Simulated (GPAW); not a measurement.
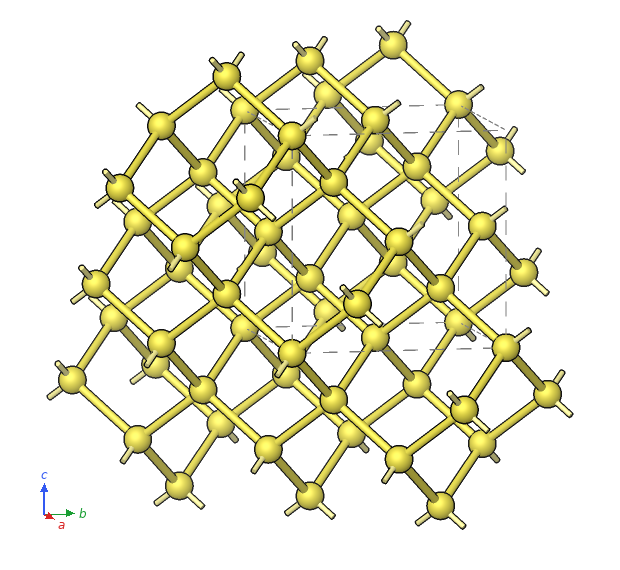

The picture shows a finite piece of the underlying net of a crystal structure, nodes on the atoms' positions. Nodes are coloured by topological kind. Edges to nodes outside the piece are drawn as stubs.

Question: Classify the net: periodicity, connectivity, name.

Answer: A uninodal 4-connected, three-periodic net. It is the dia net, known from diamond, zinc blende and cristobalite.

Question: Give point symbol and coordination sequence.

Answer: 6^6, sequence 4, 12, 24, 42.

Origin of the net. System BeS (space group F-43m, No. 216); source of the atomic positions: an entry of the Crystallography Open Database, as set up for an electronic-structure calculation. Bonds are taken as Be–S below 2.4 Å. Simplification: prune 0- and 1-connected atoms, fold 2-connected ones into links. S and Be are 4-connected nodes.
